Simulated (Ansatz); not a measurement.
# Si8NO14 (cell with a defect): what the fields show

The calculation's input:

```
crystal:
  lattice:
    - [-4.9028, -4.9028, 0.0]
    - [4.9028, -4.9028, 0.0]
    - [0.0, 0.0, 6.7782]
  atoms:
    - { symbol: Si, position: [0.1897523, 0.4950397, -0.0048723] }
    - { symbol: Si, position: [0.0017123, 0.1825684, 0.2517009] }
    - { symbol: Si, position: [0.8093976, 0.5042199, 0.5045756] }
    - { symbol: Si, position: [6.02e-05, 0.809353, 0.7655551] }
    - { symbol: O, position: [0.3214474, 0.5630101, 0.1896066] }
    - { symbol: O, position: [0.9478083, 0.3117758, 0.4395088] }
    - { symbol: O, position: [0.6810075, 0.4379674, 0.6868231] }
    - { symbol: O, position: [0.0584397, 0.6728782, 0.9374194] }
    - { symbol: O, position: [0.9444558, 0.6776066, 0.5722199] }
    - { symbol: O, position: [0.6732173, 0.561428, 0.3177838] }
    - { symbol: O, position: [0.0613028, 0.3193878, 0.0636721] }
    - { symbol: O, position: [0.3235537, 0.4436796, 0.8155021] }
    - { symbol: Si, position: [0.6861932, -0.0022454, -0.0031615] }
    - { symbol: Si, position: [0.495641, 0.6960896, 0.2483533] }
    - { symbol: Si, position: [0.3034693, -0.0049368, 0.5053389] }
    - { symbol: Si, position: [0.5012208, 0.3150994, 0.7537414] }
    - { symbol: O, position: [0.8190605, 0.0556476, 0.1926107] }
    - { symbol: O, position: [0.4484733, 0.8183392, 0.4404684] }
    - { symbol: O, position: [0.1742581, 0.9495134, 0.6875643] }
    - { symbol: O, position: [0.4407679, 0.1720534, 0.5659369] }
    - { symbol: O, position: [0.1798673, 0.0604086, 0.3025646] }
    - { symbol: O, position: [0.55874, 0.8204368, 0.0596979] }
    - { symbol: "N", position: [0.8164719, 0.9403486, 0.8141183], spin: 1.0 }
magnetization:
  spin_polarized: true
basis:
  ecutwfc: 420.0
kpoints:
  mp_grid: { grid: [2, 2, 2] }
hamiltonian:
  xc: pbesol
  pseudopotentials: { kind: paw, azcp: { folder: soft_1 } }
scf:
  occupations: { method: fermi_dirac, width: 0.02 }
  lower_state_search: "off"
relax:
  f_tol: 0.03
  max_steps: 60
  adjacent_minimum: "off"
output:
  write_density: true
  write_potential: true
  elf: true
  volumetric_format: npy
```

Run with:

```sh
ansatz run input.yaml --threads 2 --pin off --max-ram 5120MiB --backend cpu --events-out ev --progress --plain --runs-dir out
```

The fields are those of the run's last geometry, not of the input's.

PAW files of the earlier set (soft_1); spin-polarised.

Computed with DFT PBEsol, scalar-relativistic, plane waves, PAW in Ansatz 0.2.0.

In a PAW calculation such maps are meaningful between the atoms, not at the nuclei.

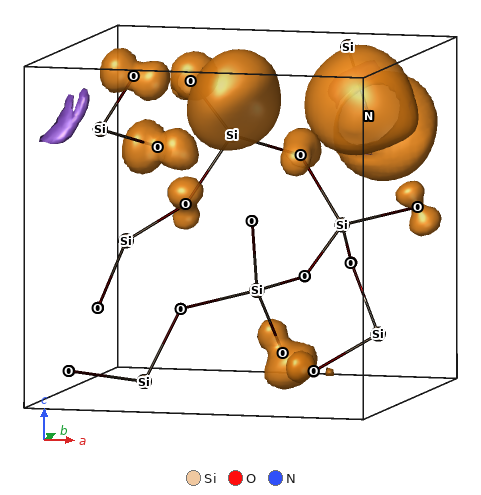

Figure 1. Isosurfaces of the spin density at +0.01 (orange) and −0.01 e/Å³ (purple), seen slightly off an axis. Sticks mark near contacts.

Which atoms carry the moments, and with what signs?

Answer. The spin density sits on N: +0.5 μB in one cell of 23 atoms: with much of the spin spread outside that site. The cell of the calculation (23 atoms) carries 1.0 μB of net spin moment.

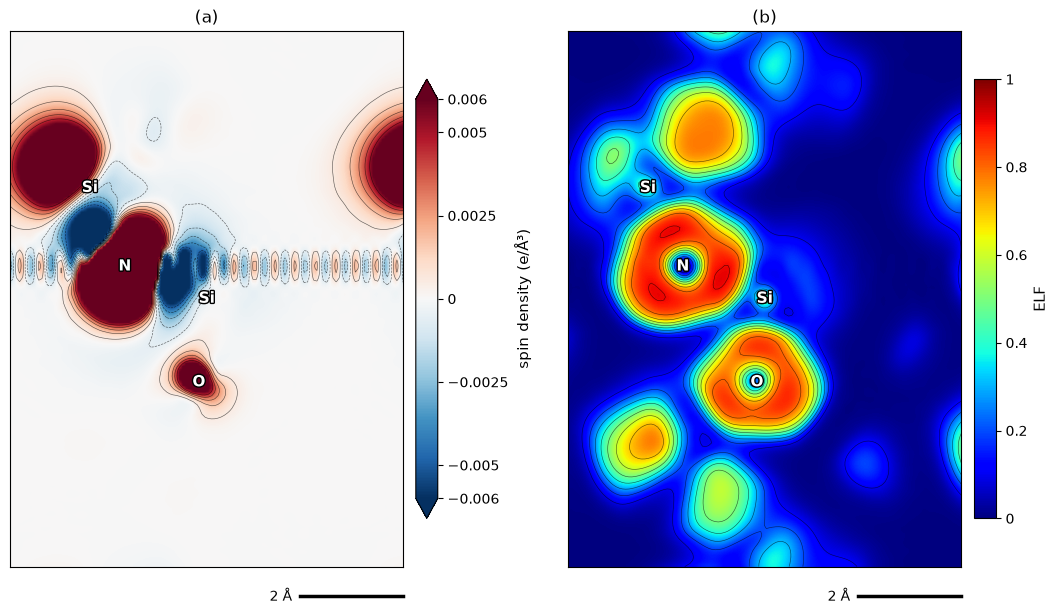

Figure 2. (a) magnetisation density (up minus down); (b) ELF on the (011̄) plane of the calculation cell.

Read the bonding off the picture.

Answer. The section cuts through Si, O and N sites.
Atoms just off the plane (Si, 0.4 Å away and O, 0.7 Å away) can leave unmarked features too.
Si–O (1.63 Å): the ELF peaks at about 0.85 between the atoms: a shared but strongly polarised pair.
Si–N (1.69 Å): the ELF peaks at about 0.90 between the atoms, as expected for a shared but strongly polarised pair.
The ELF also peaks beside O and N, away from the bonds: non-bonding electrons, paired or unpaired.

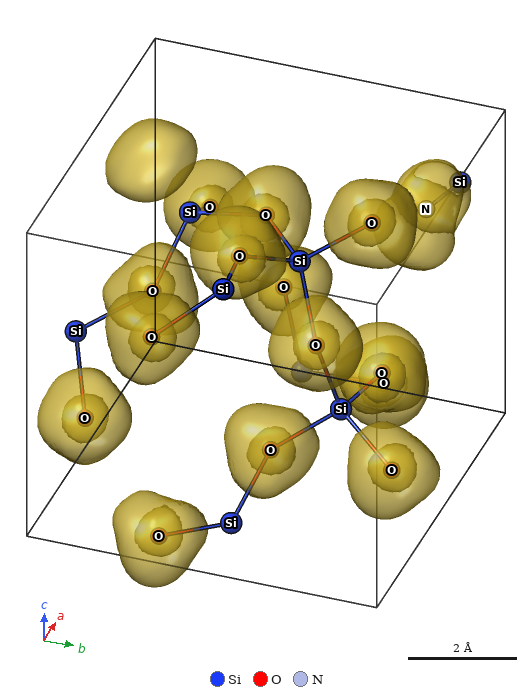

Figure 3. Isosurface of the ELF at 0.75 (yellow), seen at an oblique angle. Core shells and regions of very low density are left out. Sticks mark near contacts.

What do the ELF domains correspond to?

Answer. The ELF exceeds this value in one region between bonded Si–Si atoms (shared pairs), one region on N in which the atom's valence shell and bonds are merged and 14 regions on O in which the atom's valence shell and bonds are merged, counted in one cell of 23 atoms. Regions shared between cells count once. Along the contacts the grid gives the following. Si–O (1.61 Å): the ELF peaks at about 0.85 between the atoms (a polar covalent bond).
